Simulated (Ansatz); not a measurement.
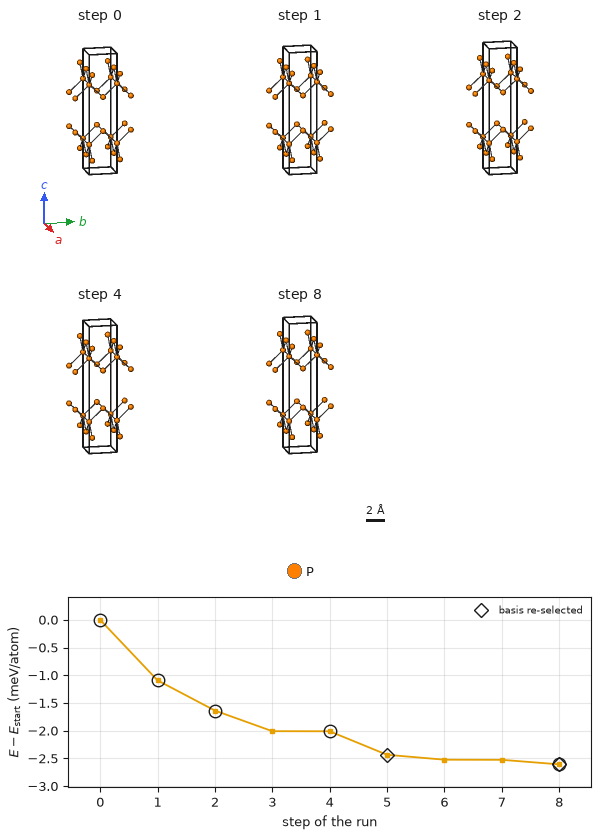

Frames of a relaxation of solid P (a generated structure, set up in P4_2/mmc), marked on the history of the run. Style: ball-and-stick. Shown: the cell of the calculation, slightly off an axis.

The calculation used Ansatz, DFT PBE, scalar-relativistic, plane waves, PAW. Settings: plane-wave cutoff 420 eV; k-point mesh 12 × 12 × 4; occupations gaussian; smearing width 0.1 eV; no spin polarisation; cell and atoms relaxed; force threshold 0.01 eV/Å; at most 80 steps.

What happens along the run?

Answer. The largest moves relative to the cell, 0.12 Å, are those of P atoms. The volume changes by +8.0 %, with a = b 3.207 → 3.202 Å (−0.1 %), c 13.830 → 14.986 Å (+8.4 %). The space group stays P4_2/mmc (No. 131). After 6 accepted moves (8 points after the start) the energy has fallen by 2.6 meV per atom. Largest force component: 0.019 eV/Å at the start, 0.004 eV/Å at the end. Pressure: 0.02 GPa at the start and 0.02 GPa at the end. At 2 points the geometry stayed and the basis and grid were re-selected for the new cell (energy shift of 0.4 meV per atom at most each time). Cost: 2.8 min on 1 thread of Arm Neoverse V1, with other jobs on the host, peak memory 0.51 GiB. From step 0 to 1: P atoms move most (0.02 Å), volume +1.4 %, energy −1.1 meV per atom. From step 1 to 2: P atoms move most (0.06 Å), volume +3.7 %, energy −0.5 meV per atom. From step 2 to 4: volume +0.6 %, energy −0.4 meV per atom. From step 4 to 8: P atoms move most (0.03 Å), volume +2.2 %, energy −0.6 meV per atom.

```tsv
step	E − E(0), meV/atom	largest force component, eV/Å	pressure, GPa	volume, Å³/atom	note
0	0.00	0.0186	0.02	23.707	
1	-1.09	0.0186	0.11	24.028	
2	-1.64	0.1181	0.19	24.923	
3	-2.01	0.0050	0.02	24.980	
4	-2.01	0.0006	0.01	25.066	
5	-2.43	0.0004	0.05	25.066	same geometry, new basis
6	-2.52	0.0075	0.03	25.423	
7	-2.52	0.0041	0.01	25.612	
8	-2.61	0.0040	0.02	25.612	same geometry, new basis
```
